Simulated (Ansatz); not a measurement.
**SrTiO3: density, localisation and related maps**

Input file:

```
crystal:
  lattice:
    - [3.94591472708, 0.0, 0.0]
    - [0.0, 3.94591472708, 0.0]
    - [0.0, 0.0, 3.88340518685]
  atoms:
    - { symbol: Sr, position: [0.5, 0.5, 0.5] }
    - { symbol: Ti, position: [0.0, 0.0, 0.0] }
    - { symbol: O, position: [0.5, 0.0, 0.0] }
    - { symbol: O, position: [0.0, 0.5, 0.0] }
    - { symbol: O, position: [0.0, 0.0, 0.5] }
kpoints:
  mp_grid: { grid: [6, 6, 6] }
scf:
  occupations: { method: fixed }
hamiltonian:
  xc: r2scan
  pseudopotentials: { kind: paw }
relax:
  f_tol: 0.002
  max_steps: 80
  cell: { fix: [a, b, gamma] }
output:
  forces: true
  stress: true
  write_density: true
  write_potential: true
  elf: true
  volumetric_format: npy
```

Launched as:

```sh
ansatz run input.yaml --threads 1 --pin off --max-ram 3072MiB --backend cpu --events-out ev --progress --plain --runs-dir out
```

Below, planes, directions and counts refer to the conventional cell (a = 3.95 Å, b = 3.95 Å, c = 3.88 Å, α = 90.00°, β = 90.00°, γ = 90.00°).

The fields are those of the relaxed geometry.

Space group P4/mmm; changed on purpose from its base cell (in-plane strain +0.01, out-of-plane length and atoms relaxed by PAW); computed pressure about −2 GPa in this cell; computed without spin polarisation.

Method: DFT, r2SCAN, PAW with Ansatz's default frozen-core files, scalar-relativistic; relaxation of cell and atoms in Ansatz 0.2.0.

Core electrons are frozen (PAW), and the valence fields are smoothed inside the atomic spheres.

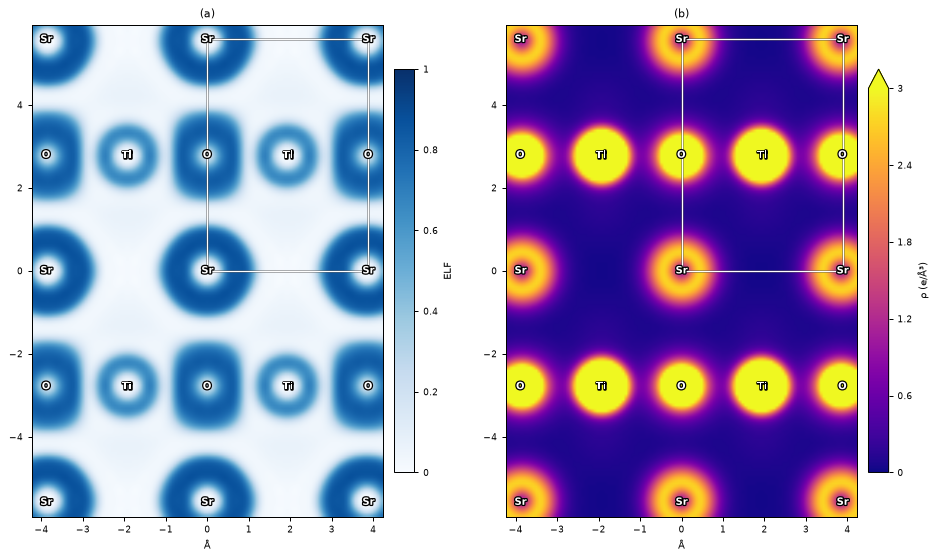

Figure 1. (a) ELF; (b) valence charge density (pseudo) on the (11̄0) plane of the conventional cell.

What do the fields say about this system?

Answer.
- The plane passes through Sr, Ti and O nuclei.
- Ti–O (1.94 Å): the density is about 0.73 e/Å³ at the midpoint; the ELF peaks at about 0.85 in the valence shell of O, 0.6 Å from its nucleus, and is about 0.20 at the midpoint: no localised pair shows between them.
- Sr–O (2.79 Å): ρ is about 0.13 e/Å³ halfway; the ELF is about 0.05 at the midpoint: a largely ionic contact.
- Between the atoms the lowest density in this plane is 0.03 e/Å³.
- The features right at Sr and Ti lie inside the PAW spheres, where the map follows smoothed inner orbitals and isn't to be read closely.

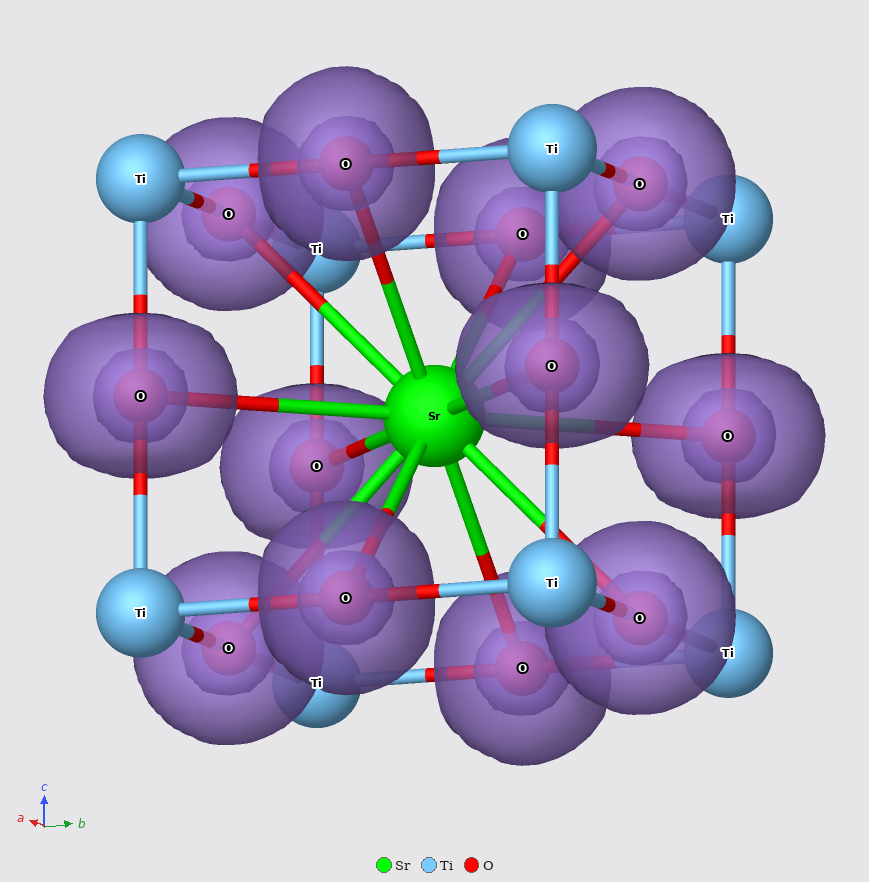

Figure 2. Isosurface of the electron localisation function at 0.75 (purple), seen at an oblique angle. Only the valence region is drawn (cores and ρ < 0.01 e/Å³ removed). Sticks mark near contacts.

Where are the electrons localised?

Answer. The ELF exceeds this value in three regions wrapped around O (the valence shell of each), counted in one cell of 5 atoms. Any copies at cell faces, edges or corners count once. Along the contacts the grid gives the following. Sr–O (2.77 Å): the ELF is about 0.05 at the midpoint; a closed-shell, largely ionic contact.

Does the calculation make it a metal, or give it a gap?

Answer. It is gapped, with a Kohn–Sham gap of 2.2 eV on the k-point mesh, an upper bound to the gap of this method.
